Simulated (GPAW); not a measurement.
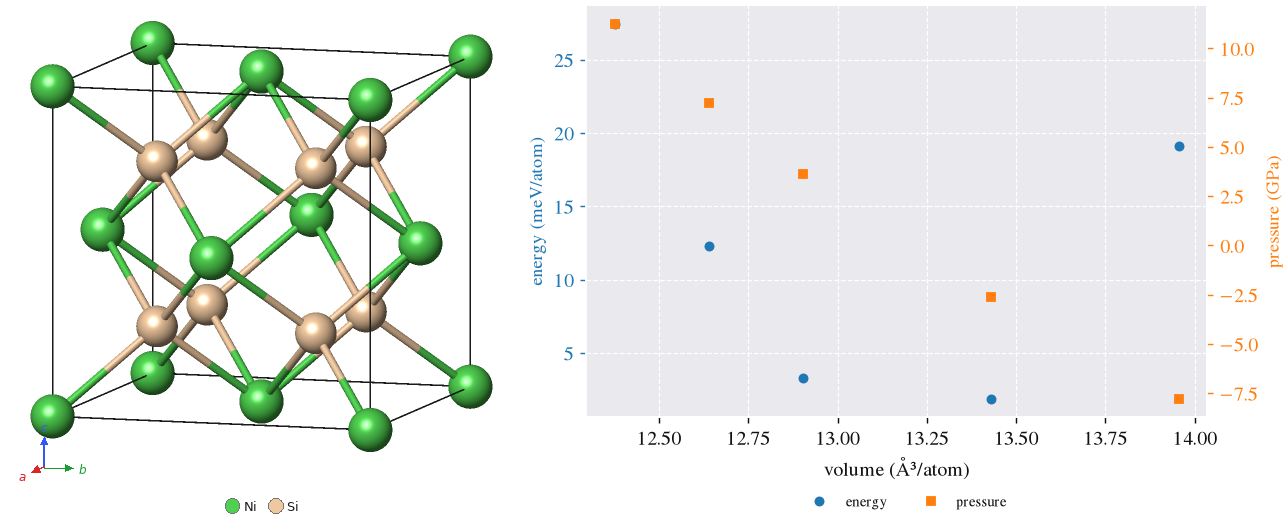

The plot gives the computed energy and pressure against volume for Si₂Ni, space group Fm-3m (No. 225). The conventional cell is drawn beside the plot.

The given structure:
```
Ni Si
1.0
     0.00000    2.70300    2.70300
     2.70300    0.00000    2.70300
     2.70300    2.70300    0.00000
Ni Si
1 2
Direct
  0.00000 0.00000 0.00000
  0.75000 0.75000 0.75000
  0.25000 0.25000 0.25000
```

Computed with GPAW 26.7.0: PAW DFT in plane waves, on a grid or in atomic orbitals, collinear spins; energies at scaled volumes of the given cell, shape and fractions fixed, counted from the fit's minimum, third-order Birch-Murnaghan fit. Level: PBEsol, collinear spin.

| setting | value |
| --- | --- |
| k mesh | 9×9×9 |
| occupations | Fermi–Dirac |
| smearing width | 0.05 eV |
| potentials | PAW data sets made by gpaw setup for the functional |
| wave cutoff | 600 eV |
| program settings | basis pw |

The points at volume 13.17 Å³/atom and 13.69 Å³/atom are left out of the plot. What values does the calculation give there?

| volume (Å³/atom) | energy (meV/atom) | pressure (GPa) |
| --- | --- | --- |
| 13.17 | 0.04 | 0.36 |
| 13.69 | 8.39 | −5.31 |

Limits of the calculation: nickel data set pressure off other codes.
